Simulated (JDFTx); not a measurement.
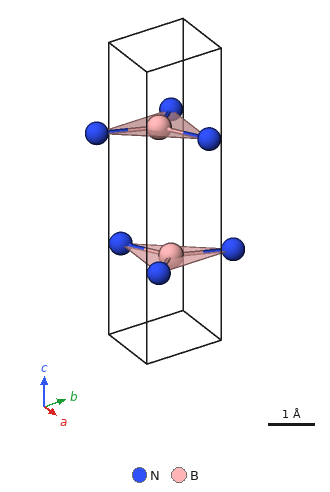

**Figure 1.** The structure (polyhedral view of the cell of the calculation, seen slightly off an axis; polyhedra are completed across the faces of the cell).

## Run report: BN, band-structure run

The run: band-structure run of BN (P6₃/mmc, 4 atoms in the cell). Method and program: Kohn-Sham DFT of a periodic cell, LDA, PseudoDojo-SR-LDA-0.4.1-standard, no spin polarisation (JDFTx 1.7.0 (patched build)).

The structure derives from an entry of the Crystallography Open Database.

Input file:
```
lattice \
    4.7209893936    -2.3604946968     0.0000000000 \
    0.0000000000     4.0884967459     0.0000000000 \
    0.0000000000     0.0000000000    12.5396556452
coords-type Cartesian
ion N      2.3604946970     1.3628322485     3.1349139113 1
ion N     -0.0000000002     2.7256644974     9.4047417339 1
ion B      2.3604946970     1.3628322485     9.4047417339 1
ion B     -0.0000000002     2.7256644974     3.1349139113 1

ion-species pseudo/N.upf
ion-species pseudo/B.upf
elec-cutoff 42 336
elec-ex-corr lda-PW
elec-smearing Fermi 0.0018374661
elec-n-bands 14
electronic-minimize nIterations 30 energyDiffThreshold 1e-06
davidson-band-ratio 1.3
forces-output-coords Cartesian
include path.kpoints
symmetries none
fix-electron-density run.$VAR

dump-name bands.$VAR
dump End Ecomponents EigStats BandEigs Kpoints Forces
```

File path.kpoints:
```
kpoint +0.0000000000 +0.0000000000 +0.0000000000 0.020000000000
kpoint +0.0714285714 +0.0000000000 +0.0000000000 0.020000000000
kpoint +0.1428571429 +0.0000000000 +0.0000000000 0.020000000000
kpoint +0.2142857143 +0.0000000000 +0.0000000000 0.020000000000
kpoint +0.2857142857 +0.0000000000 +0.0000000000 0.020000000000
kpoint +0.3571428571 +0.0000000000 +0.0000000000 0.020000000000
kpoint +0.4285714286 +0.0000000000 +0.0000000000 0.020000000000
kpoint +0.5000000000 +0.0000000000 +0.0000000000 0.020000000000
kpoint +0.4583333333 +0.0833333333 +0.0000000000 0.020000000000
kpoint +0.4166666667 +0.1666666667 +0.0000000000 0.020000000000
kpoint +0.3750000000 +0.2500000000 +0.0000000000 0.020000000000
kpoint +0.3333333333 +0.3333333333 +0.0000000000 0.020000000000
kpoint +0.2916666667 +0.2916666667 +0.0000000000 0.020000000000
kpoint +0.2500000000 +0.2500000000 +0.0000000000 0.020000000000
kpoint +0.2083333333 +0.2083333333 +0.0000000000 0.020000000000
kpoint +0.1666666667 +0.1666666667 +0.0000000000 0.020000000000
kpoint +0.1250000000 +0.1250000000 +0.0000000000 0.020000000000
kpoint +0.0833333333 +0.0833333333 +0.0000000000 0.020000000000
kpoint +0.0416666667 +0.0416666667 +0.0000000000 0.020000000000
kpoint +0.0000000000 +0.0000000000 +0.0000000000 0.020000000000
kpoint +0.0000000000 +0.0000000000 +0.2500000000 0.020000000000
kpoint +0.0000000000 +0.0000000000 +0.5000000000 0.020000000000
kpoint +0.0625000000 +0.0000000000 +0.5000000000 0.020000000000
kpoint +0.1250000000 +0.0000000000 +0.5000000000 0.020000000000
kpoint +0.1875000000 +0.0000000000 +0.5000000000 0.020000000000
kpoint +0.2500000000 +0.0000000000 +0.5000000000 0.020000000000
kpoint +0.3125000000 +0.0000000000 +0.5000000000 0.020000000000
kpoint +0.3750000000 +0.0000000000 +0.5000000000 0.020000000000
kpoint +0.4375000000 +0.0000000000 +0.5000000000 0.020000000000
kpoint +0.5000000000 +0.0000000000 +0.5000000000 0.020000000000
kpoint +0.4583333333 +0.0833333333 +0.5000000000 0.020000000000
kpoint +0.4166666667 +0.1666666667 +0.5000000000 0.020000000000
kpoint +0.3750000000 +0.2500000000 +0.5000000000 0.020000000000
kpoint +0.3333333333 +0.3333333333 +0.5000000000 0.020000000000
kpoint +0.3000000000 +0.3000000000 +0.5000000000 0.020000000000
kpoint +0.2666666667 +0.2666666667 +0.5000000000 0.020000000000
kpoint +0.2333333333 +0.2333333333 +0.5000000000 0.020000000000
kpoint +0.2000000000 +0.2000000000 +0.5000000000 0.020000000000
kpoint +0.1666666667 +0.1666666667 +0.5000000000 0.020000000000
kpoint +0.1333333333 +0.1333333333 +0.5000000000 0.020000000000
kpoint +0.1000000000 +0.1000000000 +0.5000000000 0.020000000000
kpoint +0.0666666667 +0.0666666667 +0.5000000000 0.020000000000
kpoint +0.0333333333 +0.0333333333 +0.5000000000 0.020000000000
kpoint +0.0000000000 +0.0000000000 +0.5000000000 0.020000000000
kpoint +0.5000000000 +0.0000000000 +0.5000000000 0.020000000000
kpoint +0.5000000000 +0.0000000000 +0.2500000000 0.020000000000
kpoint +0.5000000000 +0.0000000000 +0.0000000000 0.020000000000
kpoint +0.3333333333 +0.3333333333 +0.0000000000 0.020000000000
kpoint +0.3333333333 +0.3333333333 +0.2500000000 0.020000000000
kpoint +0.3333333333 +0.3333333333 +0.5000000000 0.020000000000
```

Launched with:
```bash
jdftx -c 1 -i bands.in -o bands.out
```

The program's output:
```
*************** JDFTx 1.7.0 (patched build) ***************

Input parsed successfully to the following command list (including defaults):
[... the input with its defaults ...]

---------- Initializing the Grid ----------
R =
[      4.72099     -2.36049            0  ]
[            0       4.0885            0  ]
[            0            0      12.5397  ]
unit cell volume = 242.037
G =
[     1.3309   0.768398         -0  ]
[          0     1.5368          0  ]
[          0         -0   0.501065  ]
Minimum fftbox size, Smin = [  40  40  104  ]
Chosen fftbox size, S = [  40  40  108  ]

---------- Initializing tighter grid for wavefunction operations ----------
R =
[      4.72099     -2.36049            0  ]
[            0       4.0885            0  ]
[            0            0      12.5397  ]
unit cell volume = 242.037
G =
[     1.3309   0.768398         -0  ]
[          0     1.5368          0  ]
[          0         -0   0.501065  ]
Minimum fftbox size, Smin = [  28  28  76  ]
Chosen fftbox size, S = [  28  28  80  ]

---------- Exchange Correlation functional ----------
Initalized Slater LDA exchange.
Initalized Perdew-Wang LDA correlation.

---------- Setting up pseudopotentials ----------
Width of ionic core gaussian charges (only for fluid interactions / plotting) set to 0

Reading pseudopotential file 'pseudo/N.upf':
  'N' pseudopotential, 'SLA  PW   NOGX NOGC' functional
  Generated using ONCVPSP code by D. R. Hamann
  5 valence electrons, 2 orbitals, 4 projectors, 1001 radial grid points, with lMax = 1
    2S    l: 0   occupation:  2.0   eigenvalue: -0.676963
    2P    l: 1   occupation:  3.0   eigenvalue: -0.266038
  Core radius for overlap checks: 1.31 bohrs.

Reading pseudopotential file 'pseudo/B.upf':
  'B' pseudopotential, 'SLA  PW   NOGX NOGC' functional
  Generated using ONCVPSP code by D. R. Hamann
  3 valence electrons, 2 orbitals, 4 projectors, 1001 radial grid points, with lMax = 1
    2S    l: 0   occupation:  2.0   eigenvalue: -0.344843
    2P    l: 1   occupation:  1.0   eigenvalue: -0.136532
  Core radius for overlap checks: 1.18 bohrs.

Initialized 2 species with 4 total atoms.

Folded 50 k-points by 1x1x1 to 50 k-points.

---------- Setting up k-points, bands, fillings ----------
No reducable k-points.
Computing the number of bands and number of electrons
Calculating initial fillings.
nElectrons:  16.000000   nBands: 14   nStates: 50

----- Setting up reduced wavefunction bases (one per k-point) -----
average nbasis = 3141.420 , ideal nbasis = 3146.663

---------- Setting up ewald sum ----------
Optimum gaussian width for ewald sums = 1.973305 bohr.
Real space sum over 1183 unit cells with max indices [  6  6  3  ]
Reciprocal space sum over 2783 terms with max indices [  5  5  11  ]

---------- Allocating electronic variables ----------
Reading n from file 'run.n' ... done
Initializing wave functions:  linear combination of atomic orbitals

----------- Band structure minimization -------------
Minimization will be done independently for each quantum number.

---- Minimization of quantum number:     0  [ +0.0000000 +0.0000000 +0.0000000 ]  0.040000000 ----
BandDavidson: Iter:   0  Eband: +0.127048249440892
BandDavidson: Iter:   1  Eband: +0.111962195900205  dEband: -1.508605e-02
BandDavidson: Iter:   2  Eband: +0.110539055576966  dEband: -1.423140e-03
BandDavidson: Iter:   3  Eband: +0.110222215150123  dEband: -3.168404e-04
[... 830 lines of inner loops ...]
BandDavidson: Iter:  14  Eband: +0.096090691484206  dEband: -1.094957e-06
BandDavidson: Iter:  15  Eband: +0.096090135299944  dEband: -5.561843e-07
BandDavidson: Converged (dEband<1.000000e-06)
	FillingsUpdate:  mu: +0.267105222  nElectrons: 16.000000

Dumping 'bands.eigStats' ...
	eMin: -0.482366 at state 0 ( [ +0.000000 +0.000000 +0.000000 ] spin 0 )
	HOMO: +0.165866 at state 12 ( [ +0.291667 +0.291667 +0.000000 ] spin 0 )
	mu  : +0.267105
	LUMO: +0.316853 at state 7 ( [ +0.500000 +0.000000 +0.000000 ] spin 0 )
	eMax: +0.713322 at state 4 ( [ +0.285714 +0.000000 +0.000000 ] spin 0 )
	HOMO-LUMO gap: +0.150987
	Optical gap  : +0.167102 at state 49 ( [ +0.333333 +0.333333 +0.500000 ] spin 0 )
Done!
```

Results in brief:

- outcome: converged
- space group (tolerance 0.01 Å): P6₃/mmc (194)
- electrons treated: 16
- gap on the band path: 4.11 eV
- hardware: 1 thread of AMD EPYC (Zen 5), 16 GiB of memory available, shared host
- wall time: 14 s
- peak memory: 0.09 GiB
